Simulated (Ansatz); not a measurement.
## Electronic structure of Ga$_{15}$H$_{2}$O$_{24}$ (cell charge −1, with a compensating background) (cell with a defect) in real space

The calculation's input:

```
crystal:
  lattice:
    - [4.8247076482, -1.5417565259, 5.7191861577]
    - [6.2274305564, 4.6252695778, 0.0114918234]
    - [-1.4027229082, 6.1670261037, 5.7076943343]
  atoms:
    - { symbol: Ga, position: [0.9622207652, 0.2156737709, 0.8346057462] }
    - { symbol: Ga, position: [0.4731103315, 0.7165720295, 0.3292972905] }
    - { symbol: Ga, position: [0.2079534929, 0.9634736134, 0.5826549058] }
    - { symbol: Ga, position: [0.037333975, 0.7823995815, 0.1701011309] }
    - { symbol: Ga, position: [0.2871477229, 0.5324475031, 0.9216442773] }
    - { symbol: Ga, position: [0.785245989, 0.0349209407, 0.4184876268] }
    - { symbol: Ga, position: [0.539514357, 0.2834690869, 0.6697158766] }
    - { symbol: Ga, position: [0.9034343577, 0.4131308206, 0.4189291114] }
    - { symbol: Ga, position: [0.1576139771, 0.1601496788, 0.1632660642] }
    - { symbol: Ga, position: [0.6547262177, 0.6679824333, 0.6709781615] }
    - { symbol: Ga, position: [0.4068632805, 0.9138710566, 0.9076562329] }
    - { symbol: Ga, position: [0.8462469469, 0.8245514658, 0.8432145881] }
    - { symbol: Ga, position: [0.1012407212, 0.5848902786, 0.5848559003] }
    - { symbol: Ga, position: [0.5984238322, 0.085134587, 0.0851972871] }
    - { symbol: Ga, position: [0.3503849372, 0.3297291937, 0.3377039045] }
    - { symbol: O, position: [0.4235491447, 0.9029755322, 0.6764751059] }
    - { symbol: O, position: [0.6786096415, 0.6439005206, 0.4394179598] }
    - { symbol: O, position: [0.1786865688, 0.1458482679, 0.9329020965] }
    - { symbol: O, position: [0.9395846014, 0.3975262041, 0.1841230544] }
    - { symbol: O, position: [0.3295391109, 0.3548403573, 0.5637503477] }
    - { symbol: O, position: [0.5725716005, 0.0974810669, 0.3186683334] }
    - { symbol: O, position: [0.0794367188, 0.600302456, 0.8150583186] }
    - { symbol: O, position: [0.823072747, 0.8505020715, 0.0706041271] }
    - { symbol: O, position: [0.6551738605, 0.6973967215, 0.8934258203] }
    - { symbol: O, position: [0.9178335986, 0.4318152568, 0.6534649088] }
    - { symbol: O, position: [0.4139837692, 0.9348098449, 0.1534321538] }
    - { symbol: O, position: [0.1624320123, 0.1833544766, 0.4041227995] }
    - { symbol: O, position: [0.0895607424, 0.5632063199, 0.3480950964] }
    - { symbol: O, position: [0.3381413649, 0.3143203959, 0.1007015579] }
    - { symbol: O, position: [0.8449409676, 0.8141620893, 0.5922350674] }
    - { symbol: O, position: [0.5848730661, 0.0701591981, 0.8495154173] }
    - { symbol: O, position: [0.7521746563, 0.2410208135, 0.5043587714] }
    - { symbol: O, position: [-0.0031586438, 0.9962229545, 0.2499921161] }
    - { symbol: O, position: [0.5126402603, 0.4809582226, 0.7669370165] }
    - { symbol: O, position: [0.25594524, 0.7361047682, 0.0102350576] }
    - { symbol: O, position: [0.9953130331, 0.0063875747, 0.7484547839] }
    - { symbol: O, position: [0.2524363884, 0.7582222166, 0.4898380314] }
    - { symbol: O, position: [0.7452798168, 0.260880859, 0.9980272363] }
    - { symbol: O, position: [0.5067228414, 0.5066548685, 0.2430383026] }
    - { symbol: H, position: [0.8246675859, 0.4055334519, 0.1439232497], spin: 1.0 }
    - { symbol: H, position: [0.5348488265, 0.5426583305, 0.1209549646], spin: 1.0 }
  host:
    lattice:
      - [6.2274305564, -1.5417565259, 0.0114918234]
      - [6.2274305564, 1.5417565259, 0.0114918234]
      - [-1.4027229082, 0.0, 5.7076943343]
    atoms:
      - { symbol: Ga, position: [0.0899134339, 0.0899134339, 0.7947233189] }
      - { symbol: Ga, position: [0.9100865661, 0.9100865661, 0.2052766811] }
      - { symbol: Ga, position: [0.6585007295, 0.6585007295, 0.3141978909] }
      - { symbol: Ga, position: [0.3414992705, 0.3414992705, 0.6858021091] }
      - { symbol: O, position: [0.1634883779, 0.1634883779, 0.1092060607] }
      - { symbol: O, position: [0.8365116221, 0.8365116221, 0.8907939393] }
      - { symbol: O, position: [0.1737013131, 0.1737013131, 0.5643594337] }
      - { symbol: O, position: [0.8262986869, 0.8262986869, 0.4356405663] }
      - { symbol: O, position: [0.4960195696, 0.4960195696, 0.2566813629] }
      - { symbol: O, position: [0.5039804304, 0.5039804304, 0.7433186371] }
total_charge: -1
basis:
  ecutwfc: 420
  xc_grid: 2
kpoints:
  mp_grid: { grid: [2, 2, 2], shift: [0.5, 0.5, 0.5] }
hamiltonian:
  xc: pbe
scf:
  occupations: { method: gaussian, width: 0.01 }
output:
  forces: true
  stress: false
  eigenvalues: true
  populations: true
  charged_corrections:
    defect_position: [0.71479673, 0.46503013, 0.07992658]
    epsilon:
      - [11.4997, 0.0, -0.5629]
      - [0.0, 11.6472, 0.0]
      - [-0.5629, 0.0, 13.7962]
  write_density: true
  write_potential: true
  elf: true
  volumetric_format: npy
magnetization:
  spin_polarized: true
relax:
  adjacent_minimum: "off"
  f_tol: 0.025
  max_steps: 60
```

Launched as:

```sh
ansatz run input.yaml --threads 8 --pin off --max-ram 22528MiB --backend cpu --events-out ev --progress --plain --runs-dir out
```

The fields are those of the relaxed geometry.

The program warned that a starting moment wasn't kept; spin-polarised, but the moments vanished.

All numbers below come from DFT PBE, scalar-relativistic, plane waves, PAW (Ansatz 0.2.0).

Core electrons are frozen (PAW), and the valence fields are smoothed inside the atomic spheres.

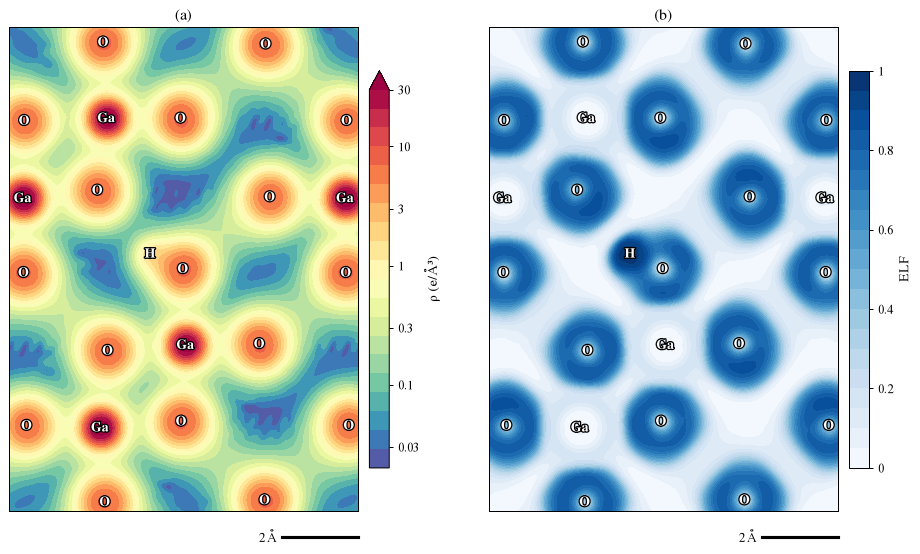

Figure 1. (a) valence electron density; (b) ELF on the (11̄0) plane of the calculation cell.

> Interpret the plot.

The plane passes through Ga, O and H nuclei.
O–H (0.98 Å): the density is about 3.7 e/Å³ at the midpoint; the ELF climbs to about 1 towards the hydrogen, as it does in any bond to H (a covalent bond by its length).
Ga–O (1.95 Å): ρ is about 0.69 e/Å³ halfway; the ELF peaks at about 0.85 in the valence shell of O, 0.6 Å from its nucleus, and is about 0.35 at the midpoint.
Ga–O (1.97 Å): the density is about 0.61 e/Å³ at the midpoint; the ELF peaks at about 0.85 in the valence shell of O, 0.6 Å from its nucleus, and is about 0.30 at the midpoint.
Ga–O (2.04 Å): ρ is about 0.54 e/Å³ halfway; the ELF peaks at about 0.85 in the valence shell of O, 0.6 Å from its nucleus, and is about 0.30 at the midpoint.
Between the atoms the lowest density in this plane is 0.008 e/Å³.
The ELF also peaks beside O, away from the bonds: lone-pair regions.

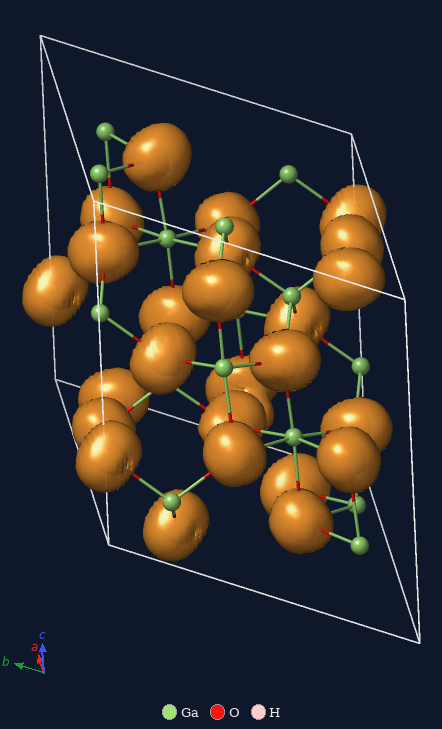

Figure 2. Isosurface of the electron localisation function at 0.75 (orange), seen at an oblique angle. Core shells and regions of very low density are left out. Sticks mark near contacts.

> Describe the localisation domains.

At this value the surface marks out 22 regions wrapped around O (the valence shell of each) and two joined regions spread over several atoms (H, O), in which their bonds and any lone pairs are merged, counted in one cell of 41 atoms. Any copies at cell faces, edges or corners count once. Along the contacts the grid gives the following. Ga–O (1.81 Å): the ELF peaks at about 0.80 in the valence shell of O, 0.6 Å from its nucleus, and is about 0.45 at the midpoint.

> Metal or insulator at this level of theory?

It is gapped, with a Kohn–Sham gap of 2.6 eV on the k-point mesh (the band edges may lie off the mesh, which would make the gap smaller).
